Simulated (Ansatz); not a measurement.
## Electronic structure of Cu12O (slab) in real space

```yaml
crystal:
  lattice:
    - [5.13324, 0.00000, 0.00000]
    - [-2.56662, 4.44552, 0.00000]
    - [0.00000, 0.00000, 19.62363]
  atoms:
    - { symbol: Cu, position: [0.33333, 0.16667, 0.20384] }
    - { symbol: Cu, position: [0.33333, 0.66667, 0.20384] }
    - { symbol: Cu, position: [0.83333, 0.16667, 0.20384] }
    - { symbol: Cu, position: [0.83333, 0.66667, 0.20384] }
    - { symbol: Cu, position: [0.16667, 0.33333, 0.30890] }
    - { symbol: Cu, position: [0.16667, 0.83333, 0.30890] }
    - { symbol: Cu, position: [0.66667, 0.33333, 0.30890] }
    - { symbol: Cu, position: [0.66667, 0.83333, 0.30890] }
    - { symbol: Cu, position: [0.00000, 0.00000, 0.41397] }
    - { symbol: Cu, position: [0.00000, 0.50000, 0.41397] }
    - { symbol: Cu, position: [0.50000, 0.00000, 0.41397] }
    - { symbol: Cu, position: [0.50000, 0.50000, 0.41397] }
    - { symbol: O, position: [0.00000, 0.25000, 0.47970] }
```

Not relaxed (largest force 1.0 eV/Å); computed without spin polarisation.

These are results of Ansatz, DFT PBE, scalar-relativistic, plane waves, PAW, not measurements.

The density is the valence pseudo-density of a PAW calculation; it isn't the true density close to the nuclei.

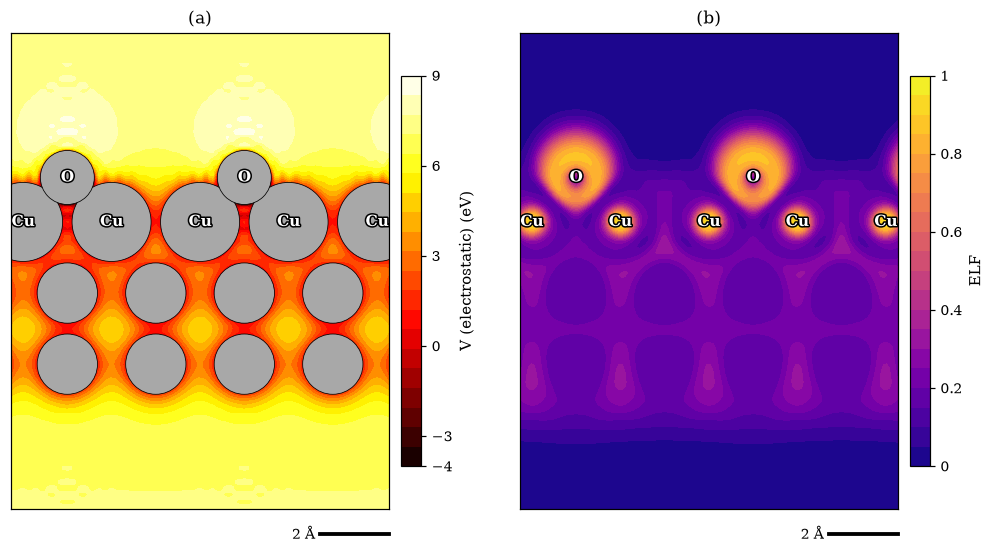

Figure 1. (a) electrostatic potential (local pseudopotential plus Hartree) felt by an electron; (b) ELF on the (100) plane of the calculation cell, a cut from vacuum to vacuum. Grey discs cover the atomic cores in the potential map.

### What do the fields say about this system?

The plane passes through Cu and O nuclei. Atoms just off the plane (Cu, 0.7 Å away) can leave unmarked features too. Cu–O (1.82 Å): the ELF peaks at about 0.80 in the valence shell of O, 0.6 Å from its nucleus, and is about 0.25 at the midpoint; no localised pair shows between them. The features right at Cu lie inside the PAW spheres, where the map follows smoothed inner orbitals and isn't to be read closely.

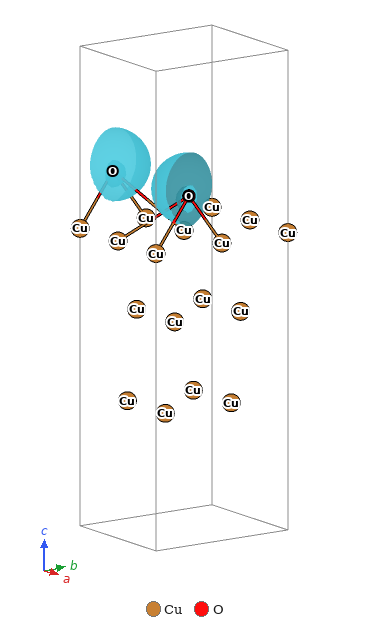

Figure 2. Isosurface of the electron localisation function at 0.65 (cyan), seen slightly off an axis. Only the valence region is drawn (cores and ρ < 0.01 e/Å³ removed). Sticks mark near contacts.

### What do the ELF domains correspond to?

The ELF exceeds this value in one region wrapped around O (its valence shell), counted in one cell of 13 atoms. Counts are for one cell; the picture repeats the cell along the surface.

### Does the calculation make it a metal, or give it a gap?

It is gapless in this calculation (a metal or semimetal).
